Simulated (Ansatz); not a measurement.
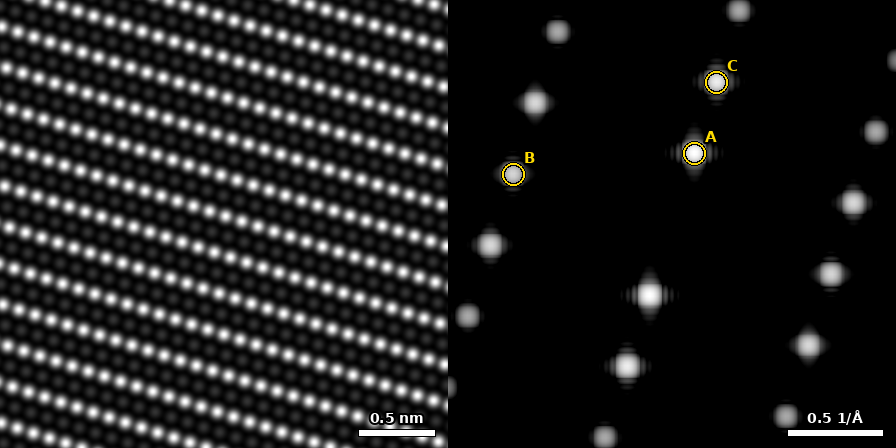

HAADF-like image of ZrO$_{2}$ (Fm-3m, No. 225) along [210]. Simulation: incoherent imaging, intensity Z^1.6 per atom, probe width 0.65 Å, thin sample. The display is stretched by a gamma of 0.8; percentages refer to the linear signal. Structure: coordinates from a relaxation with DFT PBEsol, scalar-relativistic, plane waves, PAW (Ansatz 0.2.0).

The right panel is the modulus of the image's Fourier transform on a logarithmic scale.

a = 5.064 Å, b = 5.064 Å, c = 5.064 Å, α = 90.00°, β = 90.00°, γ = 90.00°

### Index the marked spots and give their plane spacings (the zone axis points at the viewer; indices equivalent by symmetry, or all signs reversed, are as good).

A: (0 0 -2), d = 2.53 Å; B: (-2 4 0), d = 1.13 Å; C: (0 0 -4), d = 1.27 Å. A and B enclose 90°, and every spot obeys the zone law hu + kv + lw = 0 for [210].
